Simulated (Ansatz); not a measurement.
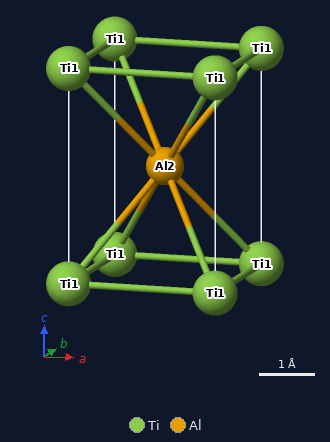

Figure 1. The structure as given in the input (ball-and-stick view of the cell of the calculation, seen at an oblique angle; atoms are numbered from 1 in the order of the input). Near neighbours in the crystal (not all of them lie inside the picture): Ti has 8 Al at 2.85 Å and 4 Ti at 2.84 Å; Al has 4 Al at 2.84 Å and 8 Ti at 2.85 Å.

## Geometry relaxation, with input and output: TiAl (part 1 of 2)

TiAl (P4/mmm, 2 atoms in the cell), computed with DFT PBE, scalar-relativistic, plane waves, PAW, no spin polarisation (Ansatz 0.2.0).

The structure derives from an entry of the Crystallography Open Database. Figures and captions count atoms from 1; the log counts them from 0 in places.

What the program printed
```
Engine: ansatz 0.2.0, x86_64-unknown-linux-gnu
Pseudopotentials: kind: paw
Pseudopotential: Ti, paw, valence charge 12, recommended cutoff 420 eV (normal), Ti.paw.azcp
Pseudopotential: Al, paw, valence charge 3, recommended cutoff 420 eV (normal), Al.paw.azcp
Functional definition: PBE
  parameter kappa = 0.804
  parameter beta = 0.06672455060314922
  exchange = pbe_x(kappa = kappa, mu = beta*pi^2/3)
  correlation = pbe_c(beta = beta)
Crystal: 2 atoms, lattice volume = 32.677 Å³
Basis set: ecut = 420 eV, 657 PW (Γ), exchange–correlation on 40×40×60 points (8 copies of the dense FFT grid, shifted against one another)
Bands: 12, of which v1, the nominal top of the filled ones, is band 8 counted from 1 (7 counted from 0)
Symmetry: 16 space group operations
Space group: P4/mmm (ITA 123), of the structure as read, at distance tolerance 3.2e-5 Å
k-points: 216 of 1960
Non-local potential: Ti, projectors of the file, l = 0: 3, l = 1: 2, l = 2: 3, l = 3: 1
Non-local potential: Al, projectors of the file, l = 0: 2, l = 1: 2, l = 2: 1
PAW form: soft (Blöchl's): semilocal exchange-correlation on the pseudo side does not see the compensation charge
PAW one-centre angular grid: Ti, 590 points (default); XC on 64 Gauss nodes
PAW one-centre angular grid: Al, 110 points (default); XC on 64 Gauss nodes
Initial density: superposition of atomic densities (neutral atoms: chi_scale 0, normalization atom), corrected by the library's trained network
Initial wavefunctions: pseudopotential atomic-orbital guess
Functional: x = pbe(κ = 0.804, μ = 0.2195149727645171), c = pbe(β = 0.06672455060314922)
SCF iter   1: F=—  HF=-3037.983376 eV  |F-HF|=—  |Δ(HF+E_count)|=         —  Δρ=3.50e-3  dr2=3.40e-3  ethr=1.77e-3  ⟨swp⟩=5.0  Hψ=13068  notcnv=0
preconditioner: auto → none  [metal: Δε(μ)=0.013 eV  Ē_g=5.247 eV  σ=0.100 eV  W_gap=0.07  n_scr=6 (ndim 8)  ℏωp=17.2 eV  f_vac=0.000  D(μ)=1.78/eV (n_scr^D=20)  sad-step TF]
SCF iter   2: F=—  HF=-3037.983080 eV  |F-HF|=—  |Δ(HF+E_count)|=   2.95e-4  Δρ=2.07e-3  dr2=1.59e-3  ethr=2.26e-5  ⟨swp⟩=1.0  Hψ=4322  notcnv=0
SCF iter   3: F=—  HF=-3037.982933 eV  |F-HF|=—  |Δ(HF+E_count)|=   1.47e-4  Δρ=1.28e-4  dr2=1.63e-6  ethr=1.06e-5  ⟨swp⟩=1.8  Hψ=2950  notcnv=0
SCF iter   4: F=—  HF=-3037.982970 eV  |F-HF|=—  |Δ(HF+E_count)|=   3.68e-5  Δρ=3.42e-5  dr2=1.49e-7  ethr=1.09e-8  ⟨swp⟩=2.1  Hψ=3926  notcnv=0
iter 5 did not close the SCF: its close was put off for the readings that it lacked (scf_convergence_deferred on its scf_iter line)
SCF iter   5: F=-3037.982970 eV  HF=-3037.982970 eV  |F-HF|=2.11e-8  |Δ(HF+E_count)|=   9.22e-8  Δρ=8.12e-6  dr2=2.90e-8  ethr=9.90e-10  ⟨swp⟩=2.7  Hψ=4179  notcnv=0
SCF iter   6: F=-3037.982970 eV  HF=-3037.982970 eV  |F-HF|=3.64e-12  |Δ(HF+E_count)|=   9.66e-9  Δρ=8.54e-7  dr2=1.15e-10  ethr=1.93e-10  ⟨swp⟩=4.5  Hψ=12210  notcnv=0
SCF 1 converged in 6 iterations: F = -3037.982970 eV  dr2 = 1.15e-10
  greatest PAW one-centre occupation: 0.999 electrons in one spin orbital (limit 2), on the Ti atom at site 0 (counted from 0), in its partial waves of l = 0
relax step   1: F+E_penalty+E_count = -3037.98297001 eV  Δ(F+E_penalty+E_count) = +0.000e0 eV  max|allowed force component| = 4.684e-31 eV/Å  Δτ_max = 0.0000 Å  P = -0.727 GPa  Ω = 32.677 Å³  (6 SCF iters, dr2 threshold 1.00e-7 eV, accepted)
Crystal: 2 atoms, lattice volume = 32.331 Å³
Basis set: ecut = 420 eV, 649 PW (Γ), exchange–correlation on 40×40×60 points (8 copies of the dense FFT grid, shifted against one another)
Initial density: handed on by an earlier stage of this run
Initial wavefunctions: those handed on with the density
iter 1 solved again at ethr=9.35e-7 eV; its pass at ethr=3.10e-3 eV (dr2=1.40e-4 eV) is discarded
SCF iter   1: F=—  HF=-3037.983962 eV  |F-HF|=—  |Δ(HF+E_count)|=         —  Δρ=5.91e-4  dr2=1.49e-4  ethr=9.35e-7  ⟨swp⟩=2.0  Hψ=16619  notcnv=0
preconditioner: auto → none  [metal: Δε(μ)=0.033 eV  Ē_g=5.308 eV  σ=0.100 eV  W_gap=0.19  n_scr=6 (ndim 8)  ℏωp=17.3 eV  f_vac=0.000  D(μ)=1.70/eV (n_scr^D=14)]
SCF iter   2: F=—  HF=-3037.983942 eV  |F-HF|=—  |Δ(HF+E_count)|=   2.01e-5  Δρ=2.01e-4  dr2=7.12e-6  ethr=9.35e-7  ⟨swp⟩=2.0  Hψ=3342  notcnv=0
SCF iter   3: F=—  HF=-3037.983941 eV  |F-HF|=—  |Δ(HF+E_count)|=   1.05e-6  Δρ=7.94e-5  dr2=9.23e-7  ethr=4.74e-8  ⟨swp⟩=1.9  Hψ=2933  notcnv=0
iter 4 did not close the SCF: its close was put off for the readings that it lacked (scf_convergence_deferred on its scf_iter line)
SCF iter   4: F=-3037.983941 eV  HF=-3037.983941 eV  |F-HF|=2.49e-9  |Δ(HF+E_count)|=   1.14e-7  Δρ=5.95e-6  dr2=4.88e-9  ethr=6.15e-9  ⟨swp⟩=2.0  Hψ=3189  notcnv=0
iter 5 did not close the SCF: its close was put off for the readings that it lacked (scf_convergence_deferred on its scf_iter line)
SCF iter   5: F=-3037.983941 eV  HF=-3037.983941 eV  |F-HF|=5.46e-12  |Δ(HF+E_count)|=   3.28e-9  Δρ=7.07e-7  dr2=6.79e-11  ethr=3.25e-11  ⟨swp⟩=2.6  Hψ=3976  notcnv=0
SCF iter   6: F=-3037.983941 eV  HF=-3037.983941 eV  |F-HF|=1.82e-12  |Δ(HF+E_count)|=  9.09e-13  Δρ=1.21e-7  dr2=3.08e-12  ethr=1.00e-12  ⟨swp⟩=3.3  Hψ=9952  notcnv=0
SCF 2 converged in 6 iterations: F = -3037.983941 eV  dr2 = 3.08e-12
relax step   2: F+E_penalty+E_count = -3037.98394101 eV  Δ(F+E_penalty+E_count) = -9.710e-4 eV  max|allowed force component| = 1.972e-31 eV/Å  Δτ_max = 0.0000 Å  P = +0.487 GPa  Ω = 32.331 Å³  energy of the carried Pulay correction = +9.392e-5 eV  (6 SCF iters, dr2 threshold 2.00e-7 eV, accepted)
Crystal: 2 atoms, lattice volume = 32.455 Å³
iter 1 solved again at ethr=4.58e-8 eV; its pass at ethr=3.10e-3 eV (dr2=6.86e-6 eV) is discarded
SCF iter   1: F=—  HF=-3037.984083 eV  |F-HF|=—  |Δ(HF+E_count)|=         —  Δρ=1.28e-4  dr2=7.65e-6  ethr=4.58e-8  ⟨swp⟩=2.0  Hψ=16305  notcnv=0
preconditioner: auto → none  [metal: Δε(μ)=0.032 eV  Ē_g=5.289 eV  σ=0.100 eV  W_gap=0.18  n_scr=6 (ndim 8)  ℏωp=17.2 eV  f_vac=0.000  D(μ)=1.71/eV (n_scr^D=16)]
SCF iter   2: F=—  HF=-3037.984114 eV  |F-HF|=—  |Δ(HF+E_count)|=   3.01e-5  Δρ=5.13e-5  dr2=5.23e-7  ethr=4.58e-8  ⟨swp⟩=2.0  Hψ=3344  notcnv=0
iter 3 did not close the SCF: its close was put off for the readings that it lacked (scf_convergence_deferred on its scf_iter line)
SCF iter   3: F=-3037.984113 eV  HF=-3037.984113 eV  |F-HF|=2.82e-8  |Δ(HF+E_count)|=   3.91e-7  Δρ=1.46e-5  dr2=4.74e-8  ethr=3.48e-9  ⟨swp⟩=2.3  Hψ=3153  notcnv=0
iter 4 did not close the SCF: its close was put off for the readings that it lacked (scf_convergence_deferred on its scf_iter line)
SCF iter   4: F=-3037.984113 eV  HF=-3037.984113 eV  |F-HF|=1.80e-10  |Δ(HF+E_count)|=   2.22e-8  Δρ=1.37e-6  dr2=3.00e-10  ethr=3.16e-10  ⟨swp⟩=2.0  Hψ=3308  notcnv=0
iter 5 did not close the SCF: its close was put off for the readings that it lacked (scf_convergence_deferred on its scf_iter line)
SCF iter   5: F=-3037.984113 eV  HF=-3037.984113 eV  |F-HF|=1.82e-12  |Δ(HF+E_count)|=  2.16e-10  Δρ=2.84e-7  dr2=1.22e-11  ethr=2.00e-12  ⟨swp⟩=2.6  Hψ=3924  notcnv=0
SCF iter   6: F=-3037.984113 eV  HF=-3037.984113 eV  |F-HF|=4.55e-13  |Δ(HF+E_count)|=  3.18e-12  Δρ=3.68e-8  dr2=4.33e-13  ethr=1.00e-12  ⟨swp⟩=3.2  Hψ=9385  notcnv=0
SCF 3 converged in 6 iterations: F = -3037.984113 eV  dr2 = 4.33e-13
relax step   3: F+E_penalty+E_count = -3037.98411315 eV  Δ(F+E_penalty+E_count) = -1.721e-4 eV  max|allowed force component| = 1.109e-31 eV/Å  Δτ_max = 0.0000 Å  P = +0.046 GPa  Ω = 32.455 Å³  energy of the carried Pulay correction = +5.967e-5 eV  (6 SCF iters, dr2 threshold 2.00e-7 eV, accepted)
Crystal: 2 atoms, lattice volume = 32.468 Å³
iter 1 solved again at ethr=9.33e-10 eV; its pass at ethr=3.10e-3 eV (dr2=1.40e-7 eV) is discarded
SCF iter   1: F=—  HF=-3037.984084 eV  |F-HF|=—  |Δ(HF+E_count)|=         —  Δρ=3.55e-5  dr2=2.12e-7  ethr=9.33e-10  ⟨swp⟩=2.1  Hψ=16152  notcnv=0
preconditioner: auto → none  [metal: Δε(μ)=0.034 eV  Ē_g=5.288 eV  σ=0.100 eV  W_gap=0.19  n_scr=6 (ndim 8)  ℏωp=17.2 eV  f_vac=0.000  D(μ)=1.71/eV (n_scr^D=16)]
SCF iter   2: F=—  HF=-3037.984118 eV  |F-HF|=—  |Δ(HF+E_count)|=   3.36e-5  Δρ=1.59e-5  dr2=3.98e-8  ethr=9.33e-10  ⟨swp⟩=2.1  Hψ=3417  notcnv=0
iter 3 did not close the SCF: its close was put off for the readings that it lacked (scf_convergence_deferred on its scf_iter line)
SCF iter   3: F=-3037.984118 eV  HF=-3037.984118 eV  |F-HF|=5.95e-10  |Δ(HF+E_count)|=   1.61e-9  Δρ=3.30e-6  dr2=2.24e-9  ethr=2.66e-10  ⟨swp⟩=1.0  Hψ=2613  notcnv=0
iter 4 did not close the SCF: its close was put off for the readings that it lacked (scf_convergence_deferred on its scf_iter line)
SCF iter   4: F=-3037.984118 eV  HF=-3037.984118 eV  |F-HF|=1.00e-11  |Δ(HF+E_count)|=  9.55e-11  Δρ=3.48e-7  dr2=2.77e-11  ethr=1.49e-11  ⟨swp⟩=2.5  Hψ=3667  notcnv=0
iter 5 did not close the SCF: its close was put off for the readings that it lacked (scf_convergence_deferred on its scf_iter line)
SCF iter   5: F=-3037.984118 eV  HF=-3037.984118 eV  |F-HF|=0.00e0  |Δ(HF+E_count)|=    0.00e0  Δρ=1.05e-7  dr2=2.62e-12  ethr=1.00e-12  ⟨swp⟩=1.3  Hψ=2926  notcnv=0
SCF iter   6: F=-3037.984118 eV  HF=-3037.984118 eV  |F-HF|=9.09e-13  |Δ(HF+E_count)|=    0.00e0  Δρ=3.98e-8  dr2=5.74e-13  ethr=1.00e-12  ⟨swp⟩=3.0  Hψ=8634  notcnv=0
SCF 4 converged in 6 iterations: F = -3037.984118 eV  dr2 = 5.74e-13
relax step   4: F+E_penalty+E_count = -3037.98411756 eV  Δ(F+E_penalty+E_count) = -4.410e-6 eV  max|allowed force component| = 4.930e-32 eV/Å  Δτ_max = 0.0000 Å  P = +0.000 GPa  Ω = 32.468 Å³  energy of the carried Pulay correction = +5.597e-5 eV  (6 SCF iters, accepted)
Initial wavefunctions: pseudopotential atomic-orbital guess (no wavefunctions were taken with the density)
iter 1 solved again at ethr=3.48e-9 eV; its pass at ethr=3.10e-3 eV (dr2=5.22e-7 eV) is discarded
SCF iter   1: F=—  HF=-3037.984033 eV  |F-HF|=—  |Δ(HF+E_count)|=         —  Δρ=9.34e-6  dr2=4.11e-9  ethr=3.48e-9  ⟨swp⟩=3.0  Hψ=20717  notcnv=0
SCF iter   2: F=—  HF=-3037.984067 eV  |F-HF|=—  |Δ(HF+E_count)|=   3.37e-5  Δρ=4.42e-6  dr2=8.03e-10  ethr=2.74e-11  ⟨swp⟩=2.0  Hψ=4259  notcnv=0
SCF iter   3: F=—  HF=-3037.984067 eV  |F-HF|=—  |Δ(HF+E_count)|=   3.84e-9  Δρ=1.46e-6  dr2=9.31e-11  ethr=5.35e-12  ⟨swp⟩=2.0  Hψ=3305  notcnv=0
iter 4 did not close the SCF: its close was put off for the readings that it lacked (scf_convergence_deferred on its scf_iter line)
SCF iter   4: F=-3037.984067 eV  HF=-3037.984067 eV  |F-HF|=1.36e-12  |Δ(HF+E_count)|=  5.17e-10  Δρ=1.17e-7  dr2=3.38e-12  ethr=1.00e-12  ⟨swp⟩=2.3  Hψ=3584  notcnv=0
iter 5 did not close the SCF: its close was put off for the readings that it lacked (scf_convergence_deferred on its scf_iter line)
SCF iter   5: F=-3037.984067 eV  HF=-3037.984067 eV  |F-HF|=4.55e-13  |Δ(HF+E_count)|=  4.55e-13  Δρ=3.43e-8  dr2=2.78e-13  ethr=1.00e-12  ⟨swp⟩=1.0  Hψ=2592  notcnv=0
iter 6 did not close the SCF: its close was put off for the readings that it lacked (scf_convergence_deferred on its scf_iter line)
SCF iter   6: F=-3037.984067 eV  HF=-3037.984067 eV  |F-HF|=4.55e-13  |Δ(HF+E_count)|=    0.00e0  Δρ=1.06e-8  dr2=2.27e-14  ethr=1.00e-12  ⟨swp⟩=1.0  Hψ=2592  notcnv=0
iter 7 did not close the SCF: its close was put off for the readings that it lacked (scf_convergence_deferred on its scf_iter line)
SCF iter   7: F=-3037.984067 eV  HF=-3037.984067 eV  |F-HF|=4.55e-13  |Δ(HF+E_count)|=    0.00e0  Δρ=3.70e-9  dr2=2.59e-15  ethr=1.00e-12  ⟨swp⟩=1.0  Hψ=2592  notcnv=0
SCF iter   8: F=-3037.984067 eV  HF=-3037.984067 eV  |F-HF|=0.00e0  |Δ(HF+E_count)|=  4.55e-13  Δρ=1.47e-9  dr2=3.88e-16  ethr=1.00e-12  ⟨swp⟩=1.4  Hψ=6149  notcnv=0
SCF 5 converged in 8 iterations: F = -3037.984067 eV  dr2 = 3.88e-16
relax step   5: F+E_penalty+E_count = -3037.98406676 eV  Δ(F+E_penalty+E_count) = +5.080e-5 eV  max|allowed force component| = 2.465e-32 eV/Å  Δτ_max = 0.0000 Å  P = -0.002 GPa  Ω = 32.468 Å³  stress off target by 1.39e-2 GPa  SCF on the basis re-selected at this cell (its energy is not comparable with the rows above)  (8 SCF iters)
```

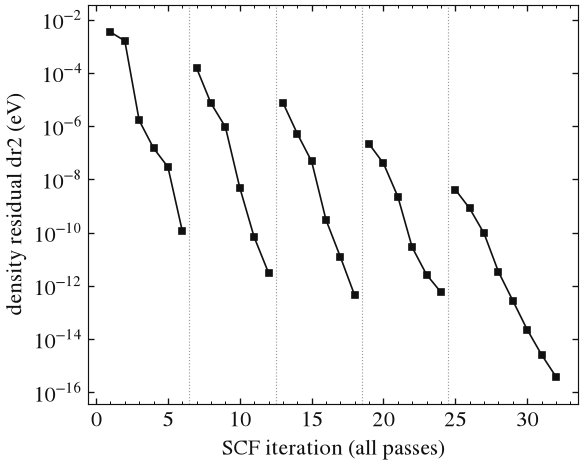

Figure 2. Convergence of the self-consistent field: density residual dr2 against the SCF iteration. The dotted lines part the SCF passes of the relaxation: geometry steps, rejected trials and re-solves on a re-selected basis. The 5 passes take 6 to 8 iterations each, 32 in all.

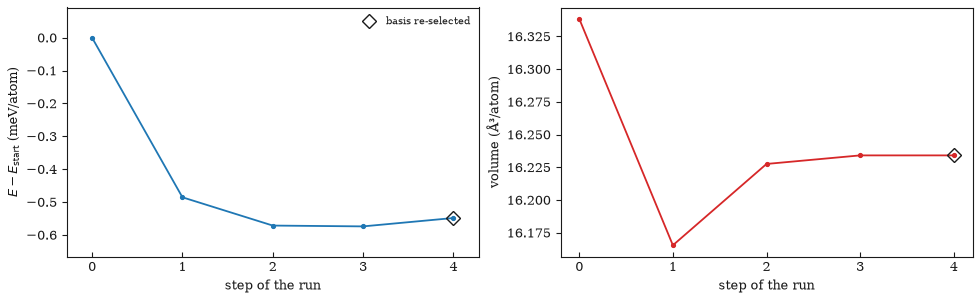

Figure 3. Progress of the relaxation, step by step (the first geometry is step 0 here and step 1 in the log).
